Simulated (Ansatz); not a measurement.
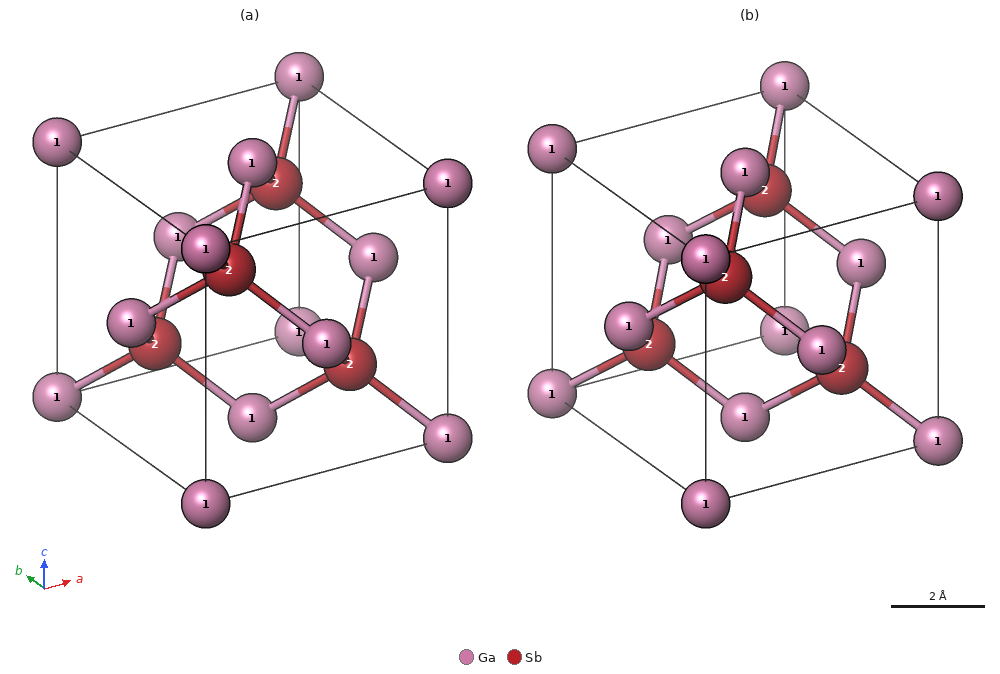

Left: crystalline GaSb (built on the zincblende type) at its r2SCAN-relaxed geometry. Right: the same structure after one change, at the same scale. The picture is a ball-and-stick view of the conventional cell (4 times the calculation's cell), seen from a free direction. Lengths and directions refer to the drawn axes.

Method: Ansatz 0.2.0, DFT, PBE, plane waves, PAW. (plane-wave cutoff 420 eV; k-point mesh 8 × 8 × 8; occupations fermi dirac; smearing width 0.02 eV; no spin polarisation)

### What was changed?

The cell is strained by +3.3 % along b and −4.0 % across it (volume −4.8 %). The atoms and the free axis were relaxed with r2SCAN under that strain, and this is a single point on that geometry.

### How do the computed properties respond?

Near-neighbour distances before and after: Ga–Sb 2.655 → 2.615 Å. The space group (tolerance 0.01 Å) goes from F-43m (No. 216) to I-4m2 (No. 119). It costs 43.7 meV per atom. Pressure: 2.0 GPa before, 4.8 GPa after. The principal stresses (compression positive) are 2.4 GPa along b and 6.1 GPa across it. All forces vanish by symmetry.
